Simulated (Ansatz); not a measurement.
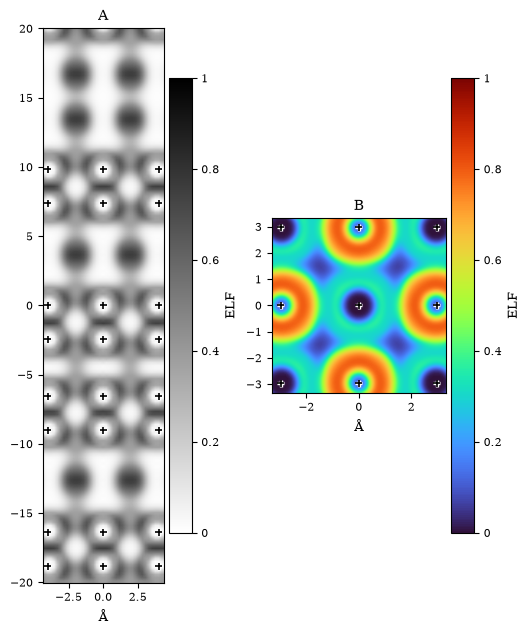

The electron localisation function of 2 systems, each on a plane through atoms (crosses mark nuclei in the plane).

The calculation used DFT PBEsol, scalar-relativistic, plane waves, PAW (Ansatz).

System 1: Ge (interface cell), the (100) plane of the calculation cell. 

```xyz
24
Lattice="4.0134 0.0000 0.0000 -2.0067 3.4757 0.0000 0.0000 0.0000 39.3418" Properties=species:S:1:pos:R:3 pbc="T T T"
Ge    0.0000    2.3171    5.3308
Ge    2.0067    1.1585    1.2381
Ge    0.0000    0.0000    4.5129
Ge    0.0000    0.0000    2.0592
Ge    2.0067    1.1585    8.6068
Ge    0.0000    2.3171    7.7877
Ge    0.0000    2.3171   15.1580
Ge    2.0067    1.1585   11.0641
Ge    0.0000    0.0000   14.3401
Ge    0.0000    0.0000   11.8832
Ge    2.0067    1.1585   18.4328
Ge    0.0000    2.3171   17.6118
Ge    0.0000    2.3171   34.0110
Ge    2.0067    1.1585   38.1037
Ge    0.0000    0.0000   34.8289
Ge    0.0000    0.0000   37.2827
Ge    2.0067    1.1585   30.7350
Ge    0.0000    2.3171   31.5541
Ge    0.0000    2.3171   24.1838
Ge    2.0067    1.1585   28.2777
Ge    0.0000    0.0000   25.0017
Ge    0.0000    0.0000   27.4586
Ge    2.0067    1.1585   20.9090
Ge    0.0000    2.3171   21.7301
```

System 2: SnSe, the (010) plane of the conventional cell. Space group Fm-3m.

```cif
data_structure
_symmetry_space_group_name_H-M 'P 1'
_symmetry_Int_Tables_number 1
_cell_length_a 5.9455
_cell_length_b 5.9455
_cell_length_c 5.9455
_cell_angle_alpha 90.000
_cell_angle_beta 90.000
_cell_angle_gamma 90.000
_cell_volume 210.17
loop_
_atom_site_label
_atom_site_type_symbol
_atom_site_fract_x
_atom_site_fract_y
_atom_site_fract_z
_atom_site_occupancy
Sn1 Sn 0.00000 0.00000 0.00000 1
Sn2 Sn 0.50000 0.50000 0.00000 1
Sn3 Sn 0.50000 0.00000 0.50000 1
Sn4 Sn 0.00000 0.50000 0.50000 1
Se1 Se 0.50000 0.00000 0.00000 1
Se2 Se 0.00000 0.50000 0.00000 1
Se3 Se 0.00000 0.00000 0.50000 1
Se4 Se 0.50000 0.50000 0.50000 1
```

Match each panel to its system.

Panel A is system 1, Ge: the plane holds Ge. Ge–Ge (2.45 Å): the ELF peaks at about 0.80 between the atoms. Panel B is system 2, SnSe: the plane holds Sn and Se. Sn–Se (2.97 Å): the ELF is about 0.40 at the midpoint.
